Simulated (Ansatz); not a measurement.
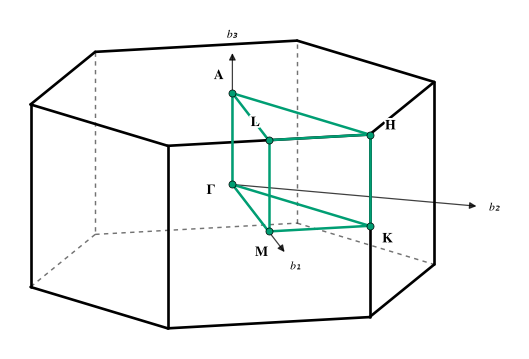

Crystal: Cu, the geometry relaxed with DFT PBE, scalar-relativistic, plane waves, PAW (Ansatz); the starting structure was generated, so it need not be a known form of this composition. The figure shows the first Brillouin zone with its special points and a band path. Symmetry computed with spglib at a tolerance of 0.002 Å; standard conventional cell.

Labels and path follow the convention of Hinuma et al. (2017), as computed by seekpath; the arrows show the directions of the reciprocal primitive vectors b₁, b₂, b₃.

Q: Which Bravais lattice has this zone?

A: A primitive hexagonal lattice (hP; extended symbol hP2). The zone is a hexagonal prism in its combinatorial type: 8 faces (6 with 4 edges, 2 with 6 edges), 18 edges, 12 vertices.

Q: Write the standard path through the labelled points.

A: Γ–M–K–Γ–A–L–H–A | L–M | H–K
